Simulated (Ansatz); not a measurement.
# Formation energy and levels of the interstitial N_i (void) in MgO (Fm-3m)

Aim: at which Fermi levels does N_i (void) in MgO (Fm-3m) change its charge? The model is a cell of 54 host atoms with 1 N put in.

Program: Ansatz 0.2.0. Level of theory: place-levels on r2SCAN runs: charge-transition levels and formation energies with image-charge correction and potential alignment at the atomic sites; PAW set soft_1. Results are calculated unless marked as measured.

**Measured values to reproduce.**

“Electronic structure of alkaline earth and post-transition metal oxides” (2009, arxiv:0908.1581) quotes from earlier work for MgO, rocksalt (bulk crystal): band gap (literature experimental gap) 7.83 eV [Literature value based on experiment; other listed experimental values range from 7.7 to …].

In doubt: warnings of the run leave room for a lower electronic state (in some of the runs), so energies may not be the lowest and differences between runs may mislead.

### Step 1. Starting point

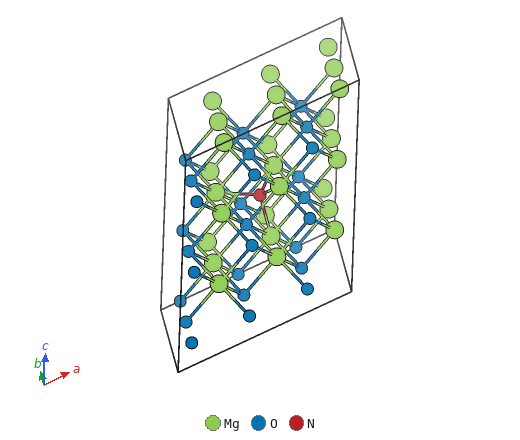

The cell as given, slightly off an axis (magnesium green, oxygen blue, nitrogen red). Bonds to atoms that aren't drawn are left out.

The cell holds 55 atoms: 27 Mg, 27 O and 1 N. Cell: a = 8.925 Å, b = 8.925 Å, c = 8.925 Å, α = 60.0°, β = 60.0°, γ = 60.0°. It derives from MgO (space group Fm-3m). Nearest the centre at fractional (0.250, 0.250, 0.917): N55 at 0.00 Å, Mg25 at 1.82 Å, O2 at 1.82 Å, Mg19 at 1.82 Å, O24 at 1.82 Å, O12 at 1.82 Å, Mg7 at 1.82 Å, Mg29 at 1.82 Å.

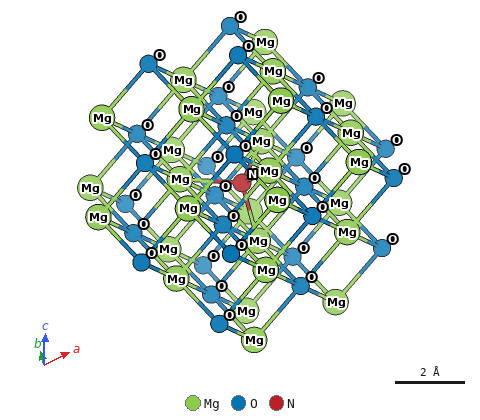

The atoms within 5 Å of the centre.

The host's dielectric constants go in as inputs: 3.24 for the electrons alone, 10.37 with the ions, from a response run on this crystal (DFPT, PBEsol) at that run's own cell.

The cell's shortest repeat is 8.9 Å.

### Step 2. What was run first

A transition level is the Fermi level at which two charge states cost the same, so each charge needs its own total energy, at its own relaxed structure.

Each atom starts 0.05 Å or so off its site in a random direction: a symmetric start keeps its symmetry, and would miss off-centre moves and Jahn–Teller distortions. Forces are taken at one point at (¼, ¼, ¼). The cell holds 1 electron more than the neutral one, with a uniform background that keeps it neutral on the whole.

The sampling was tested on the host first: at the k-points planned (1x1x1 shifted 0.25 0.25 0.25) its energy lies 0.020 eV an atom from the dense-mesh value, under the bound of 0.02 eV set for this test; that bounds the host's error, not the defect's.

One of the inputs; charge, spin and start change from state to state.

File qm1.relax/input.yaml:

```yaml
crystal:
  lattice:
    - [0.0, 6.31124291, 6.31124291]
    - [6.31124291, 0.0, 6.31124291]
    - [6.31124291, 6.31124291, 0.0]
  atoms:
    - { symbol: Mg, position: [0.0, 0.0, 0.0] }
    - { symbol: O, position: [0.16666667, 0.16666667, 0.16666667] }
    - { symbol: Mg, position: [0.0, 0.0, 0.33333333] }
    - { symbol: O, position: [0.16666667, 0.16666667, 0.5] }
    - { symbol: Mg, position: [0.0, 0.0, 0.66666667] }
    - { symbol: O, position: [0.16666667, 0.16666667, 0.83333333] }
    - { symbol: Mg, position: [0.0, 0.33333333, 0.0] }
    - { symbol: O, position: [0.16666667, 0.5, 0.16666667] }
    - { symbol: Mg, position: [0.0, 0.33333333, 0.33333333] }
    - { symbol: O, position: [0.16666667, 0.5, 0.5] }
    - { symbol: Mg, position: [0.0, 0.33333333, 0.66666667] }
    - { symbol: O, position: [0.16666667, 0.5, 0.83333333] }
    - { symbol: Mg, position: [0.0, 0.66666667, 0.0] }
    - { symbol: O, position: [0.16666667, 0.83333333, 0.16666667] }
    - { symbol: Mg, position: [0.0, 0.66666667, 0.33333333] }
    - { symbol: O, position: [0.16666667, 0.83333333, 0.5] }
    - { symbol: Mg, position: [0.0, 0.66666667, 0.66666667] }
    - { symbol: O, position: [0.16666667, 0.83333333, 0.83333333] }
    - { symbol: Mg, position: [0.33333333, 0.0, 0.0] }
    - { symbol: O, position: [0.5, 0.16666667, 0.16666667] }
    - { symbol: Mg, position: [0.33333333, 0.0, 0.33333333] }
    - { symbol: O, position: [0.5, 0.16666667, 0.5] }
    - { symbol: Mg, position: [0.33333333, 0.0, 0.66666667] }
    - { symbol: O, position: [0.5, 0.16666667, 0.83333333] }
    - { symbol: Mg, position: [0.33333333, 0.33333333, 0.0] }
    - { symbol: O, position: [0.5, 0.5, 0.16666667] }
    - { symbol: Mg, position: [0.33333333, 0.33333333, 0.33333333] }
    - { symbol: O, position: [0.5, 0.5, 0.5] }
    - { symbol: Mg, position: [0.33333333, 0.33333333, 0.66666667] }
    - { symbol: O, position: [0.5, 0.5, 0.83333333] }
    - { symbol: Mg, position: [0.33333333, 0.66666667, 0.0] }
    - { symbol: O, position: [0.5, 0.83333333, 0.16666667] }
    - { symbol: Mg, position: [0.33333333, 0.66666667, 0.33333333] }
    - { symbol: O, position: [0.5, 0.83333333, 0.5] }
    - { symbol: Mg, position: [0.33333333, 0.66666667, 0.66666667] }
    - { symbol: O, position: [0.5, 0.83333333, 0.83333333] }
    - { symbol: Mg, position: [0.66666667, 0.0, 0.0] }
    - { symbol: O, position: [0.83333333, 0.16666667, 0.16666667] }
    - { symbol: Mg, position: [0.66666667, 0.0, 0.33333333] }
    - { symbol: O, position: [0.83333333, 0.16666667, 0.5] }
    - { symbol: Mg, position: [0.66666667, 0.0, 0.66666667] }
    - { symbol: O, position: [0.83333333, 0.16666667, 0.83333333] }
    - { symbol: Mg, position: [0.66666667, 0.33333333, 0.0] }
    - { symbol: O, position: [0.83333333, 0.5, 0.16666667] }
    - { symbol: Mg, position: [0.66666667, 0.33333333, 0.33333333] }
    - { symbol: O, position: [0.83333333, 0.5, 0.5] }
    - { symbol: Mg, position: [0.66666667, 0.33333333, 0.66666667] }
    - { symbol: O, position: [0.83333333, 0.5, 0.83333333] }
    - { symbol: Mg, position: [0.66666667, 0.66666667, 0.0] }
    - { symbol: O, position: [0.83333333, 0.83333333, 0.16666667] }
    - { symbol: Mg, position: [0.66666667, 0.66666667, 0.33333333] }
    - { symbol: O, position: [0.83333333, 0.83333333, 0.5] }
    - { symbol: Mg, position: [0.66666667, 0.66666667, 0.66666667] }
    - { symbol: O, position: [0.83333333, 0.83333333, 0.83333333] }
    - { symbol: "N", position: [0.25, 0.25, 0.916667] }
  host:
    repeats: [3, 3, 3]
    atoms:
      - { symbol: Mg, position: [0.0, 0.0, 0.0] }
      - { symbol: O, position: [0.5, 0.5, 0.5] }
total_charge: -1
basis:
  ecutwfc: 500
  xc_grid: 2
hamiltonian:
  xc: r2scan
  pseudopotentials: { kind: paw, azcp: { folder: soft_1 } }
kpoints:
  mp_grid: { grid: [1, 1, 1], shift: [0.25, 0.25, 0.25] }
scf:
  occupations: { method: fixed }
  max_iter: 80
output:
  forces: true
  charged_corrections:
    epsilon: 3.24
    static_epsilon: 10.37
    defect_position: [0.25, 0.25, 0.916667]
relax:
  f_tol: 0.02
  max_steps: 80
  random_displacement: { amplitude: 0.05, seed: 9598 }
checkpoint:
  write: "../qm1.relax.run"
  compress: false
  write_wavefunctions: true
  write_every: 100000
```

Run with:

```
> ansatz run input.yaml --threads 4 --pin off --max-ram 7536MiB --backend cpu --events-out ev --progress --plain --runs-dir out
```

Defect states can disperse in a cell of this size, so the energy is taken again at a 2×2×2 shifted mesh, on the relaxed structure.

The run of this state that the levels use, under r2SCAN:

File qm1.point/input.yaml:

```yaml
crystal:
  checkpoint: "../qm1.relax.run"
  host: checkpoint
total_charge: -1
basis:
  ecutwfc: 500
  xc_grid: 2
hamiltonian:
  xc: r2scan
  pseudopotentials: { kind: paw, azcp: { folder: soft_1 } }
kpoints:
  mp_grid: { grid: [2, 2, 2], shift: [0.5, 0.5, 0.5] }
scf:
  occupations: { method: fermi_dirac, width: 0.01 }
  max_iter: 80
output:
  forces: true
  eigenvalues: true
  charged_corrections:
    epsilon: 3.24
    static_epsilon: 10.37
    defect_position: [0.25, 0.25, 0.916667]
  eigenstates: { localisation: true }
  populations: true
  band_densities: [{ bands: [v1, v1] }, { bands: [c1, c1] }]
  write_density: true
  write_potential: true
  volumetric_format: npy
  elf: true
checkpoint:
  read: "../qm1.relax.run"
  write: "../qm1.point.run"
  compress: false
  write_wavefunctions: false
  write_every: 100000
```

Relaxations under r2SCAN at one point at (¼, ¼, ¼); times on 4 threads of Arm Neoverse V2, shared host:

```tsv
charge	moment (μB)	occupations	outcome	steps	largest displacement against the far atoms (Å)	time
−1	0	fixed	converged	17	1.42	3.6 min
0	1	fixed	converged	15	1.27	6.1 min
+1	0	fixed	converged	16	1.35	3.1 min
+1	2	fixed	converged	13	1.26	5.3 min
```

Single points under r2SCAN at a 2×2×2 shifted mesh; times on 4 threads of Arm Neoverse V2, shared host:

```tsv
charge	moment (μB)	occupations	outcome	time
−1	0	fermi-dirac	converged	58 s
0	1	fermi-dirac	converged	2.1 min
+1	0	fermi-dirac	converged	61 s
+1	2	fermi-dirac	converged	2.2 min
```

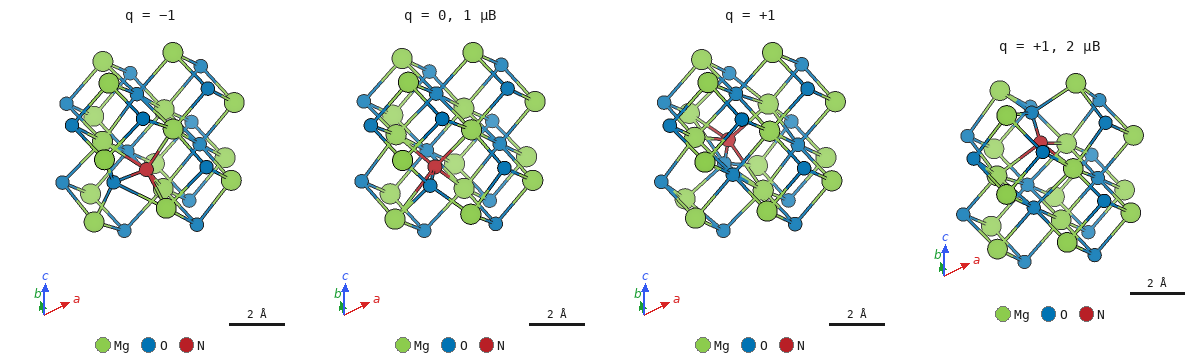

The structures near the centre after relaxation with r2SCAN, by charge.

Distances (Å) from N55 to the nearest atoms after relaxation with r2SCAN:

```tsv
charge	moment (μB)	1.	2.	3.	4.	5.	6.
−1	0	O 1.45	Mg 1.90	Mg 1.90	Mg 2.03	Mg 2.06	O 2.48
0	1	O 1.34	Mg 1.94	Mg 1.94	Mg 2.08	Mg 2.40	O 2.49
+1	0	O 1.26	Mg 1.95	Mg 1.95	Mg 2.33	Mg 2.34	O 2.44
+1	2	O 1.24	Mg 2.02	Mg 2.05	Mg 2.05	O 2.57	O 2.57
```

### Step 3. place-levels, r2SCAN

A charged cell interacts with its images and the background, and its potential has another zero than the host's. place-levels removes the first by a point-charge model, screened by the static dielectric constant since the ions have relaxed around the charge, and the second by comparing potentials at atoms far from the defect.

The host is a run of the defect-free crystal in the same cutoffs, grids and k-points, so that basis and sampling errors cancel in part in the differences. The host is run in a cell of 2 atoms on a matching mesh. Its band edges are searched through the zone by a band path, so the gap is smaller than, or equal to, that on the mesh. Chemical potentials are energies per atom of N (N2 molecule), run with the same functional and cutoff.

File levels.point.yaml:

```yaml
host:
  run: host.point.run
states: [qm1.point.run, q0_M1.point.run, qp1.point.run, qp1_M2.point.run]
geometry_from:
  qm1.point.run: qm1.relax.run
  q0_M1.point.run: q0_M1.relax.run
  qp1.point.run: qp1.relax.run
  qp1_M2.point.run: qp1_M2.relax.run
chemical_potentials:
  "N":
    energy: -384.814403
    dataset: "<sha256 of the dataset>"
epsilon: 3.24
static_epsilon: 10.37
vertical:
  - { from: qm1.point.run, to: qm1.point_neutral.run }
  - { from: qp1.point.run, to: qp1.point_neutral.run }
  - { from: qp1_M2.point.run, to: qp1_M2.point_neutral.run }
```

Run with:

```
> ansatz place-levels levels.point.yaml -- --threads 4 --pin off --max-ram 7536MiB
```

Numbers of over 12 decimals in the logs are rounded to 6 here.

The program printed:

```text
[... repeated set-up lines and file paths are left out, and long positions are rounded to six places ...]
(+1/0) 1.758 eV above the valence edge, 3.920 eV under the conduction edge
(0/-1) 3.173 eV above the valence edge, 2.505 eV under the conduction edge
formation energy of charge +1: +4.875 eV with the Fermi level at the valence edge
formation energy of charge 0: +6.633 eV with the Fermi level at the valence edge
formation energy of charge -1: +9.805 eV with the Fermi level at the valence edge
vertical -1 to 0: no energy, since no alignment is typed
  the change from vertical[0].from (qm1.point.run) to vertical[0].to (qm1.point_neutral.run): by its potential at epsilon 3.24 it stands at 0.191 0.168 0.836, with an rms radius of about 0.8 Å (0.8 0.0 0.0 Å across the planes of the cell's vectors); [...]
vertical +1 to 0: no energy, since no alignment is typed
  the change from vertical[1].from (qp1.point.run) to vertical[1].to (qp1.point_neutral.run): by its potential at epsilon 3.24 it stands at 0.169 0.468 0.863, with an rms radius of about 1.2 Å (0.3 0.8 0.8 Å across the planes of the cell's vectors); [...]
vertical +1 to 0: no energy, since no alignment is typed
  the change from vertical[2].from (qp1_M2.point.run) to vertical[2].to (qp1_M2.point_neutral.run): by its potential at epsilon 3.24 it stands at 0.178 0.178 0.121, with an rms radius of about 1.0 Å (0.0 0.0 1.0 Å across the planes of the cell's vectors); [...]
  edges by r2scan, gap 5.678 eV; the host is sampled to repeats of 17.85 Å
  the defect's cells are sampled to repeats of 17.85 Å, like sampling
  charge +1: -67842.3336 eV with its correction of +0.443 eV, at epsilon 10.37, aligned at sites: +0.1912 eV, mean over 22 atomic sites at or beyond 4.46 Å from the defect at [0.2500, 0.2500, 0.9167], with +0.000000 for the charge's moments and without [...]
  charge 0: +0.000 eV for its dipole among its images, +0.000 omitted
  charge -1: -67822.0343 eV with its correction of +0.096 eV, at epsilon 10.37, aligned at sites: +0.1564 eV, mean over 22 atomic sites at or beyond 4.46 Å from the defect at [0.2500, 0.2500, 0.9167], with +0.000000 for the charge's moments and without [...]
  charge +1: states[2] (qp1.point.run) stands 0.851 eV higher, with a moment of 0.00 μB against 2.00
  of states[3] (qp1_M2.point.run): its alignment with the host at atomic sites is doubtful: the mean over the far sites moves by +0.0957 eV from their farther parts to their nearer, more than 0.05 eV. [...]
  of states[1] (q0_M1.point.run): its alignment with the host at atomic sites is doubtful: the mean over the far sites moves by +0.1321 eV from their farther parts to their nearer, more than 0.05 eV. [...]
  of states[0] (qm1.point.run): its alignment with the host at atomic sites is doubtful: the mean over the far sites moves by +0.1226 eV from their farther parts to their nearer, more than 0.05 eV. [...]
  of states[2] (qp1.point.run): its alignment with the host at atomic sites is doubtful: the mean over the far sites moves by +0.0692 eV from their farther parts to their nearer, more than 0.05 eV. [...]
  of vertical[0].from (qm1.point.run): of the run under geometry_from: earlier_solves_read_negative
  of vertical[0].to (qm1.point_neutral.run): stability_check_not_made
  of vertical[1].from (qp1.point.run): its displacements don't fall off away from the defect: farther atoms stand 0.024 Å off the host's places. [...]
  of vertical[1].to (qp1.point_neutral.run): its displacements don't fall off away from the defect: farther atoms stand 0.024 Å off the host's places. [...]
  of vertical[2].from (qp1_M2.point.run): its displacements don't fall off away from the defect: farther atoms stand 0.024 Å off the host's places. [...]
  of vertical[2].to (qp1_M2.point_neutral.run): its displacements don't fall off away from the defect: farther atoms stand 0.024 Å off the host's places. [...]
```

The job ended after 0.37 s (4 threads of Arm Neoverse V2, shared host).

Levels between the charges placed, in eV above the valence top:

```tsv
	gap (eV)	(+1/0)	(0/−1)
r2SCAN	5.68	1.76	3.17
```

Corrections by state:

```tsv
charge	moment (μB)	image terms and alignment (eV)	band filling (eV)	ε used	over the lowest of its charge, as the program ranks them, band filling apart (eV)
+1	2.0	0.443	-	10.37	0.000
0	1.0	0.000	-	-	0.000
−1	0.0	0.096	-	10.37	0.000
+1	0.0	0.426	-	10.37	0.851
```

The charged structures listed were also run neutral, and place-levels reads from each pair, by the potential or the spins, how wide the charge is by which they differ; that can be the carrier of either run.

```tsv
charge	rms radius (Å)	spread where it is widest against the cell (Å)	wide from (Å)	reading
+1	1.0	0.96	1.26	narrow
−1	0.8	0.77	1.26	narrow
```

The neutral runs of these pairs need not share the spin of the lowest neutral state, and very wide values only mean spread over the cell.

From the program's caveats on the states, each cut to its opening words:

- charge +1 (2 μB): its alignment with the host at atomic sites is doubtful: the mean over the far sites moves by +0.0957 eV from their farther parts to their nearer, more than [...]
- charge +1 (2 μB), +1: its displacements don't fall off away from the defect: farther atoms stand 0.024 Å off the host's places
- charge +1 (2 μB), 0 (1 μB): flagged: stability check not made
- charge 0 (1 μB): its alignment with the host at atomic sites is doubtful: the mean over the far sites moves by +0.1321 eV from their farther parts to their nearer, more than [...]
- charge 0 (1 μB): its displacements don't fall off away from the defect: farther atoms stand 0.02 Å off the host's places
- charge −1: its alignment with the host at atomic sites is doubtful: the mean over the far sites moves by +0.1226 eV from their farther parts to their nearer, more than [...]
- charge +1: its alignment with the host at atomic sites is doubtful: the mean over the far sites moves by +0.0692 eV from their farther parts to their nearer, more than [...]

The host's formation energy from the elements is -2.963 eV per atom; it sets how far the chemical potentials can move.

Limit set by the element alone; other compounds of these elements are not counted. Chemical potentials from the elements' reference states: Mg 0.00 eV, O -5.93 eV, N 0.00 eV. Formation energy by charge state (Mg-rich; gap 5.68 eV):

```tsv
charge	at valence top (eV)	at conduction bottom (eV)	correction included (eV)
+1	4.87	10.55	0.44
0	6.63	6.63	0.00
−1	9.81	4.13	0.10
```

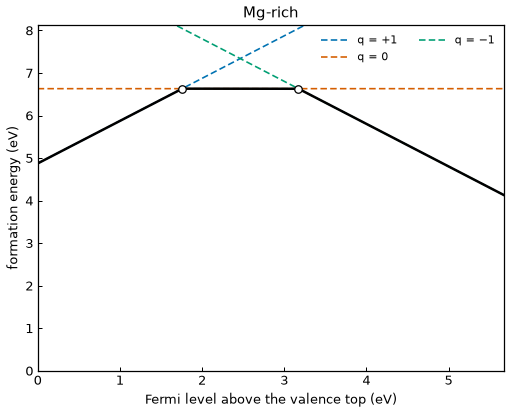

Formation energy against Fermi level; the thick line follows the lowest charge state and circles mark the transition levels.

Limit set by the element alone; other compounds of these elements are not counted. Chemical potentials from the elements' reference states: O 0.00 eV, Mg -5.93 eV, N 0.00 eV. Formation energy by charge state (O-rich; gap 5.68 eV):

```tsv
charge	at valence top (eV)	at conduction bottom (eV)	correction included (eV)
+1	4.87	10.55	0.44
0	6.63	6.63	0.00
−1	9.81	4.13	0.10
```

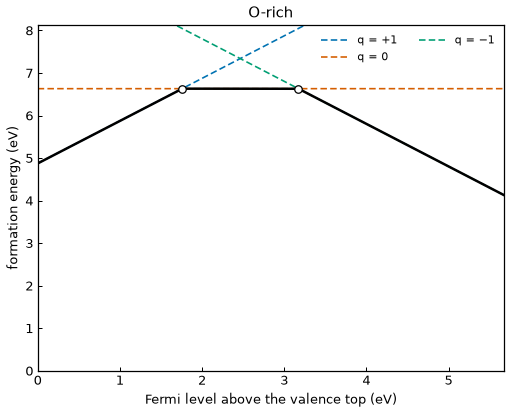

Formation energy against Fermi level; the thick line follows the lowest charge state and circles mark the transition levels.

### Step 4. The same at the relaxations' own k-points

The relaxations' own energies give the levels at their sampling, for comparison.

File levels.relax_mesh.yaml:

```yaml
host:
  run: host.relax.run
states: [qm1.relax.run, q0_M1.relax.run, qp1.relax.run, qp1_M2.relax.run]
chemical_potentials:
  "N":
    energy: -384.814403
    dataset: "<sha256 of the dataset>"
```

Run with:

```
> ansatz place-levels levels.relax_mesh.yaml -- --threads 4 --pin off --max-ram 7536MiB
```

The program printed:

```text
(+1/0) 1.724 eV above the valence edge, 3.935 eV under the conduction edge
(0/-1) 3.078 eV above the valence edge, 2.581 eV under the conduction edge
formation energy of charge +1: +4.865 eV with the Fermi level at the valence edge
formation energy of charge 0: +6.590 eV with the Fermi level at the valence edge
formation energy of charge -1: +9.667 eV with the Fermi level at the valence edge
  edges by r2scan, gap 5.659 eV; the host is sampled to repeats of 8.93 Å
[... the lines on each state left out ...]
```

The job ended after 0.11 s (4 threads).

Levels between neighbouring charges, in eV above the valence top:

```tsv
	gap (eV)	(+1/0)	(0/−1)
one point at (¼, ¼, ¼)	5.66	1.72	3.08
a 2×2×2 shifted mesh	5.68	1.76	3.17
```

Going from one point at (¼, ¼, ¼) to a 2×2×2 shifted mesh moves the levels that carry no band-filling term by up to 0.10 eV and formation energies against the elements by up to 0.14 eV.

### Step 5. Outcome

| Property | Result |
| --- | --- |
| gap of the host | 5.68 eV (r2SCAN) |
| level (plus 1/0) | 1.76 eV above the valence top |
| level (0/minus 1) | 3.17 eV above the valence top |
| lowest of the charges placed, just above the valence top (0.02 eV) | +1 |
| lowest of the charges placed, just below the conduction bottom (0.02 eV) | −1 |
| lowest formation energy at mid-gap of the charges run, Mg-rich | 6.63 eV |
| lowest formation energy at mid-gap of the charges run, O-rich | 6.63 eV |

**Reading.** Of the charges placed (−1, 0 and +1), the lowest changes at 1.76 eV (+1/0) and 3.17 eV (0/−1) above the valence top, in a gap of 5.68 eV. Charges above +1 and below −1 were not placed, so these runs say nothing of levels that involve them. States placed: +1 at 2 μB and 0 μB; 0 at 1 μB; −1 at 0 μB. Other spin states or structures, where not listed, weren't placed. At charge −1, 0 and +1 the atom put in ends up to 1.4 Å from its starting place, so the name tells the start alone and the levels can join different sites. N is taken at its element; compounds, which aren't counted here, bound the chemical potentials and would shift these formation energies. Going from one point at (¼, ¼, ¼) to a 2×2×2 shifted mesh moves the levels that carry no band-filling term by up to 0.10 eV and formation energies against the elements by up to 0.14 eV. The program doubts the alignment of potentials for at least one state, a sign that the cell is small. Limits: the images are only 8.9 Å apart; r2SCAN makes the gap too small and tends to spread out bound carriers; where a gas molecule sets a chemical potential or the host's formation energy, its binding is uncorrected; force components of up to 0.17 eV/Å remain in a run at the final settings.

Calculation against experiment:

| quantity | measured | r2SCAN |
| --- | --- | --- |
| band gap (least gap of the host) (eV) | 7.83 | 5.68 (-2.15 eV) |

Measured values from arxiv:0908.1581 (2009).

Verdict: The band gap is off by -2.15 eV. Local and semilocal functionals usually give gaps below the measured ones. Zero-point and thermal motion shift the measured gap.

[Logs are printed without paths, hosts, clocks, repeated set-up lines and the standing remarks that a program may print on its own settings, such as how far it seeks lower states.]

[Hosts, paths, dates, database ids (printed as entryN), source tags and the programs' standing remarks are cut or masked in the printed files.]

[Where a table of states has a column of steps, it counts the stored structures, which are thinned; the runs took as many ionic steps or more.]

[A defect's name tells the site on which it was built; relaxed atoms can leave that site.]

[For some hosts the program warned that the k-mesh of the response run may be too coarse for force constants and the static dielectric constant; such warnings are not shown here.]
